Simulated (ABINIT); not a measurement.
# Run report: Ti, optical-spectrum calculation (part 2 of 2)

Ti (Im-3m, 1 atom in the cell); Kohn-Sham DFT of a periodic cell, LDA, HGH LDA, no spin polarisation (ABINIT 10.8.3); cutoff 870.76 eV, 14×14×14 k-mesh, Gaussian smearing of 0.2 eV. The structure derives from an entry of the Crystallography Open Database.

Geometry of the input (Å; fractional positions):
```
-1.6410  1.6410  1.6410
1.6410  -1.6410  1.6410
1.6410  1.6410  -1.6410
Ti 0.0000  0.0000  0.0000
```

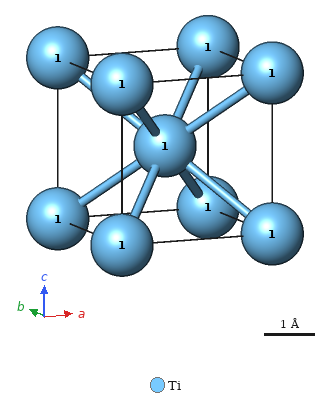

**Figure 1.** The structure (ball-and-stick view of the cell 2 times as large as that of the calculation, set on its symmetry axes, seen slightly off an axis; atoms are numbered from 1 in the order of the input). An atom can appear more than once, as a periodic image.

**Log, continued**
```
--- !ResultsGS
iteration_state: {dtset: 1, }
comment   : Summary of ground state results
lattice_vectors:
- [ -3.1010406,   3.1010406,   3.1010406, ]
- [  3.1010406,  -3.1010406,   3.1010406, ]
- [  3.1010406,   3.1010406,  -3.1010406, ]
lattice_lengths: [   5.37116,    5.37116,    5.37116, ]
lattice_angles: [109.471, 109.471, 109.471, ] # degrees, (23, 13, 12)
lattice_volume:   1.1928404E+02
convergence: {deltae:  7.860E-14, res2:  3.922E-14, residm:  2.437E-06, diffor: null, }
etotal    :  -3.54770056E+00
entropy   :   0.00000000E+00
fermie    :   1.65241018E-01
cartesian_stress_tensor: # hartree/bohr^3
- [  4.77577313E-04,   0.00000000E+00,   0.00000000E+00, ]
- [  0.00000000E+00,   4.77577313E-04,   0.00000000E+00, ]
- [  0.00000000E+00,   0.00000000E+00,   4.77577313E-04, ]
pressure_GPa:  -1.4051E+01
xred      :
- [  0.0000E+00,   0.0000E+00,   0.0000E+00, Ti]
cartesian_forces: # hartree/bohr
- [ -0.00000000E+00,  -0.00000000E+00,  -0.00000000E+00, ]
force_length_stats: {min:   0.00000000E+00, max:   0.00000000E+00, mean:   0.00000000E+00, }
...

 Integrated electronic density in atomic spheres:
 ------------------------------------------------
 Atom  Sphere_radius  Integrated_density
    1        2.00000          1.79644722
================================================================================

 ----iterations are completed or convergence reached----

 Mean square residual over all n,k,spin=   99.148E-10; max=  24.369E-07
 reduced coordinates (array xred) for    1 atoms
       0.000000000000      0.000000000000      0.000000000000
 rms dE/dt=  0.0000E+00; max dE/dt=  0.0000E+00; dE/dt below (all hartree)
    1       0.000000000000      0.000000000000      0.000000000000

 cartesian coordinates (angstrom) at end:
    1      0.00000000000000     0.00000000000000     0.00000000000000

 cartesian forces (hartree/bohr) at end:
    1     -0.00000000000000    -0.00000000000000    -0.00000000000000
 frms,max,avg= 0.0000000E+00 0.0000000E+00   0.000E+00  0.000E+00  0.000E+00 h/b

 cartesian forces (eV/Angstrom) at end:
    1     -0.00000000000000    -0.00000000000000    -0.00000000000000
 frms,max,avg= 0.0000000E+00 0.0000000E+00   0.000E+00  0.000E+00  0.000E+00 e/A
 length scales=  1.889726125908  1.889726125908  1.889726125908 bohr
              =  1.000000000000  1.000000000000  1.000000000000 angstroms
 Fermi (or HOMO) energy (hartree) =   0.16524   Average Vxc (hartree)=  -0.36191
 Eigenvalues (hartree) for nkpt= 168  k points:
 kpt#   1, nband=  6, wtk=  0.00146, kpt= -0.0179 -0.0179  0.0536 (reduced coord)
  -0.05170    0.19911    0.19911    0.20192    0.26586    0.26586
      occupation numbers for kpt#   1
   2.00000    0.00000    0.00000    0.00000    0.00000    0.00000
 prteigrs : prtvol=0 or 1, do not print more k-points.

--- !EnergyTerms
iteration_state     : {dtset: 1, }
comment             : Components of total free energy in Hartree
kinetic             :  5.90579128036146E+00
hartree             :  1.10962370436575E-01
xc                  : -1.19781837428403E+00
Ewald energy        : -4.69420939751229E+00
psp_core            :  4.36900465452870E-01
local_psp           : -9.24060196489907E-01
non_local_psp       : -3.18346807525461E+00
internal            : -3.54590192728993E+00
'-kT*entropy'       : -1.79863544473102E-03
total_energy        : -3.54770056273466E+00
total_energy_eV     : -9.65378502976571E+01
band_energy         :  4.57680528875351E-01
...

 Cartesian components of stress tensor (hartree/bohr^3)
  sigma(1 1)=  4.77577313E-04  sigma(3 2)=  0.00000000E+00
  sigma(2 2)=  4.77577313E-04  sigma(3 1)=  0.00000000E+00
  sigma(3 3)=  4.77577313E-04  sigma(2 1)=  0.00000000E+00

-Cartesian components of stress tensor (GPa)         [Pressure= -1.4051E+01 GPa]
- sigma(1 1)=  1.40508097E+01  sigma(3 2)=  0.00000000E+00
- sigma(2 2)=  1.40508097E+01  sigma(3 1)=  0.00000000E+00
- sigma(3 3)=  1.40508097E+01  sigma(2 1)=  0.00000000E+00

================================================================================
== DATASET  2 ==================================================================

--- !DatasetInfo
iteration_state: {dtset: 2, }
dimensions: {natom: 1, nkpt: 168, mband: 14, nsppol: 1, nspinor: 1, nspden: 1, mpw: 1048, }
cutoff_energies: {ecut:  32.0, pawecutdg:  -1.0, }
electrons: {nelect:   4.00000000E+00, charge:   0.00000000E+00, occopt:   7.00000000E+00, tsmear:   7.34986000E-03, }
meta: {optdriver: 0, ionmov: 0, optcell: 0, iscf: -3, paral_kgb: 0, }
...

 mkfilename : getden/=0, take file _DEN from output of DATASET   1.

 Exchange-correlation functional for the present dataset will be:
  LDA: Perdew-Wang 92 LSD fit to Ceperley-Alder data - ixc=7
  J.P.Perdew and Y.Wang, PRB 45, 13244 (1992)

 Real(R)+Recip(G) space primitive vectors, cartesian coordinates (Bohr,Bohr^-1):
 R(1)= -3.1010406  3.1010406  3.1010406  G(1)=  0.0000000  0.1612362  0.1612362
 R(2)=  3.1010406 -3.1010406  3.1010406  G(2)=  0.1612362  0.0000000  0.1612362
 R(3)=  3.1010406  3.1010406 -3.1010406  G(3)=  0.1612362  0.1612362  0.0000000
 Unit cell volume ucvol=  1.1928404E+02 bohr^3
 Angles (23,13,12)=  1.09471221E+02  1.09471221E+02  1.09471221E+02 degrees

 getcut: wavevector=  0.0000  0.0000  0.0000  ngfft=  30  30  30
         ecut(hartree)=     32.000   => boxcut(ratio)=   2.19338
--------------------------------------------------------------------------------

================================================================================

--- !BeginCycle
iteration_state: {dtset: 2, }
solver: {iscf: -3, nstep: 120, nline: 4, wfoptalg: 0, }
tolerances: {tolwfr: 1.00E-12, }
...

     iter   Etot(hartree)      deltaE(h)  residm     vres2
 Non-SCF case, kpt    1 ( -0.01786 -0.01786  0.05357), residuals and eigenvalues=
  8.55E-13  6.43E-13  2.40E-13  2.95E-13  6.71E-14  8.04E-14  3.24E-13  5.88E-13
  6.96E-14  2.49E-13  2.75E-12  7.38E-13  1.74E-10  1.35E-08
 -5.1698E-02  1.9911E-01  1.9911E-01  2.0192E-01  2.6586E-01  2.6586E-01
  8.4258E-01  8.4258E-01  8.4565E-01  1.0329E+00  1.0329E+00  1.0440E+00
  1.1055E+00  1.1055E+00
 prteigrs : prtvol=0 or 1, do not print more k-points.

--- !ResultsGS
iteration_state: {dtset: 2, }
comment   : Summary of ground state results
lattice_vectors:
- [ -3.1010406,   3.1010406,   3.1010406, ]
- [  3.1010406,  -3.1010406,   3.1010406, ]
- [  3.1010406,   3.1010406,  -3.1010406, ]
lattice_lengths: [   5.37116,    5.37116,    5.37116, ]
lattice_angles: [109.471, 109.471, 109.471, ] # degrees, (23, 13, 12)
lattice_volume:   1.1928404E+02
convergence: {deltae:  0.000E+00, res2:  0.000E+00, residm:  9.996E-13, diffor:  0.000E+00, }
etotal    :  -3.54770056E+00
entropy   :   0.00000000E+00
fermie    :   1.65241016E-01
cartesian_stress_tensor: null
pressure_GPa: null
xred      :
- [  0.0000E+00,   0.0000E+00,   0.0000E+00, Ti]
cartesian_forces: null
force_length_stats: {min: null, max: null, mean: null, }
...

 Integrated electronic density in atomic spheres:
 ------------------------------------------------
 Atom  Sphere_radius  Integrated_density
    1        2.00000          1.79644722
================================================================================

 ----iterations are completed or convergence reached----

 Mean square residual over all n,k,spin=   31.842E-14; max=  99.961E-14
 reduced coordinates (array xred) for    1 atoms
       0.000000000000      0.000000000000      0.000000000000

 cartesian coordinates (angstrom) at end:
    1      0.00000000000000     0.00000000000000     0.00000000000000
 length scales=  1.889726125908  1.889726125908  1.889726125908 bohr
              =  1.000000000000  1.000000000000  1.000000000000 angstroms
 Eigenvalues (hartree) for nkpt= 168  k points:
 kpt#   1, nband= 14, wtk=  0.00146, kpt= -0.0179 -0.0179  0.0536 (reduced coord)
  -0.05170    0.19911    0.19911    0.20192    0.26586    0.26586    0.84258    0.84258
   0.84565    1.03292    1.03292    1.04396    1.10549    1.10549
      occupation numbers for kpt#   1
   2.00000    0.00000    0.00000    0.00000    0.00000    0.00000    0.00000    0.00000
   0.00000    0.00000    0.00000    0.00000    0.00000    0.00000
 prteigrs : prtvol=0 or 1, do not print more k-points.

--- !EnergyTerms
iteration_state     : {dtset: 2, }
comment             : Components of total free energy in Hartree
kinetic             :  5.90579125725298E+00
hartree             :  1.10962370436575E-01
xc                  : -1.19781837428403E+00
Ewald energy        : -4.69420939751229E+00
psp_core            :  4.36900465452870E-01
local_psp           : -9.24060196489907E-01
non_local_psp       : -3.18346805287194E+00
internal            : -3.54590192801574E+00
'-kT*entropy'       : -1.79863544775437E-03
total_energy        : -3.54770056346349E+00
...

--- !EnergyTermsDC
iteration_state     : {dtset: 2, }
comment             : '"Double-counting" decomposition of free energy'
band_energy         :  4.57680524453801E-01
Ewald energy        : -4.69420939751229E+00
psp_core            :  4.36900465452870E-01
xc_dc               :  2.53726480318900E-01
internal            : -3.54590192728672E+00
'-kT*entropy'       : -1.79863544775437E-03
total_energy_dc     : -3.54770056273447E+00
...

================================================================================
== DATASET  3 ==================================================================

--- !DatasetInfo
iteration_state: {dtset: 3, }
dimensions: {natom: 1, nkpt: 168, mband: 10, nsppol: 1, nspinor: 1, nspden: 1, mpw: 1048, }
cutoff_energies: {ecut:  32.0, pawecutdg:  -1.0, }
electrons: {nelect:   4.00000000E+00, charge:   0.00000000E+00, occopt:   7.00000000E+00, tsmear:   7.34986000E-03, }
meta: {optdriver: 8, wfk_task: 7, }
...

 mkfilename : getwfk/=0, take file _WFK from output of DATASET   2.

 Exchange-correlation functional for the present dataset will be:
  LDA: Perdew-Wang 92 LSD fit to Ceperley-Alder data - ixc=7
  J.P.Perdew and Y.Wang, PRB 45, 13244 (1992)

--------------------------------------------------------------------------------

 Computation of velocity matrix elements (DDK)

 Parameters extracted from the Abinit header:
    ecut:     32.0
    nkpt:    5488
    mband:   14
    nsppol:  1
    nspinor: 1
    useylm:  0
    inclvkb: 2
    bmin: 1, bmax: 14
    Computing diagonal and off-diagonal matrix elements
    Between band index bmin: 1, bmax: 14

== END DATASET(S) ==============================================================
================================================================================

 -outvars: echo values of variables after computation  --------
            acell      1.8897261259E+00  1.8897261259E+00  1.8897261259E+00 Bohr
           etotal1    -3.5477005627E+00
           etotal2    -3.5477005627E+00
           etotal3     0.0000000000E+00
            fcart1    -0.0000000000E+00 -0.0000000000E+00 -0.0000000000E+00
            fcart3     0.0000000000E+00  0.0000000000E+00  0.0000000000E+00
            rprim     -1.6410000000E+00  1.6410000000E+00  1.6410000000E+00
                       1.6410000000E+00 -1.6410000000E+00  1.6410000000E+00
                       1.6410000000E+00  1.6410000000E+00 -1.6410000000E+00
           strten1     4.7757731322E-04  4.7757731322E-04  4.7757731322E-04
                       0.0000000000E+00  0.0000000000E+00  0.0000000000E+00
           strten3     0.0000000000E+00  0.0000000000E+00  0.0000000000E+00
                       0.0000000000E+00  0.0000000000E+00  0.0000000000E+00
 Calculation completed.
```

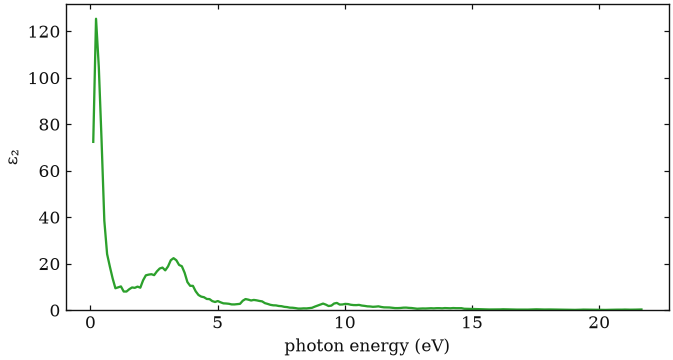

**Figure 2.** Imaginary part of the dielectric function (first component that the program prints). The highest peak, 125.4, lies at 0.22 eV.

**Key numbers**

| quantity | value |
| --- | --- |
| outcome | converged |
| space group (tolerance 0.01 Å) | Im-3m (229) |
| electrons treated | 4 |
| free energy | −96.5379 eV |
| Fermi energy | 4.496 eV |
| pressure | −14.05 GPa |
| largest force (length of the vector) | under 0.001 eV/Å |
| wall time | 99 s |
| peak memory | 1.5 GiB |

Points of doubt noted for this run: cutoff too low for stress; no intraband term. The cell is under a tension of 14.1 GPa at this level, so it is not at its equilibrium volume.
